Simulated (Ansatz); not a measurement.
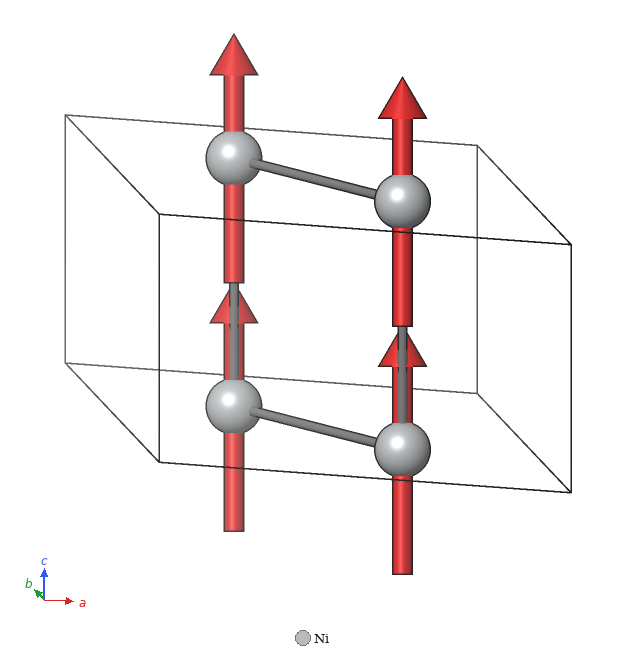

Ball-and-stick drawing of the structure, looking slightly off an axis. The simulation cell is outlined; an atom on or near a face, edge or corner is repeated at each equivalent position. Arrows are the site magnetic moments above 0.25 μB; longer means larger, and red and blue are up and down (without spin-orbit coupling the axis itself is arbitrary).

This is the state reached for Ni. The numbers come from DFT PBE, scalar-relativistic, plane waves, PAW in Ansatz 0.2.0, using a 420 eV plane-wave basis, k-grid 18×18×24, Gaussian smearing of 0.1 eV, collinear spins.

Read the magnetic state from the picture.

Answer. Ferromagnetic (within this cell). Site moments: 2 Ni +0.7 μB. The net spin moment of the whole cell is 1.3 μB.

Origin of the cell: a textbook structure type filled with this element (whether it is the usual form wasn't checked). What is shown is the relaxed result from Ansatz, DFT PBE, scalar-relativistic, plane waves, PAW.
